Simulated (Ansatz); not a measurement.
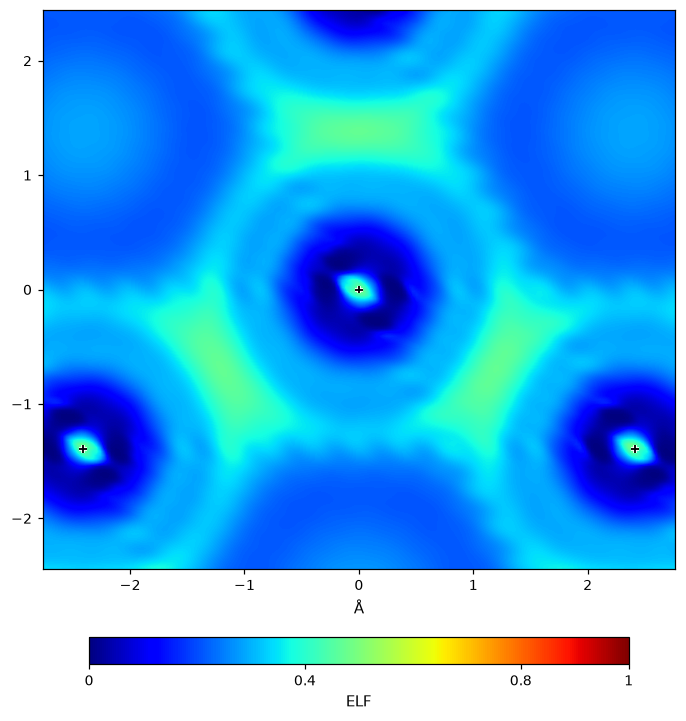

The ELF on a plane through atoms (crosses mark nuclei in the plane).

Theory: Ansatz, DFT, RPBE, plane waves (420 eV) with PAW, scalar-relativistic.

Candidates:
A. Pd, a = 3.21 Å, b = 3.21 Å, c = 3.21 Å, α = 90.00°, β = 90.00°, γ = 90.00°. Space group Im-3m; set up as Pd, bcc; a generated structure, not necessarily the stable one; changed on purpose from its base cell (volume × 1.04); computed pressure about −5 GPa in this cell; the program warned that a starting moment wasn't kept; spin-polarised, but the moments vanished.
B. Ga, a = 4.83 Å, b = 4.83 Å, c = 3.10 Å, α = 90.00°, β = 90.00°, γ = 120.00°. Space group P6/mmm; set up as Ga, omega (AlB2-type); a generated structure, not necessarily the stable one; changed on purpose from its base cell (volume × 1.04); computed without spin polarisation.

Which candidate gave the map?

Answer. Candidate B: Ga on the (001) plane of the conventional cell, which holds Ga. Ga–Ga (2.79 Å): the ELF is about 0.45 at the midpoint.
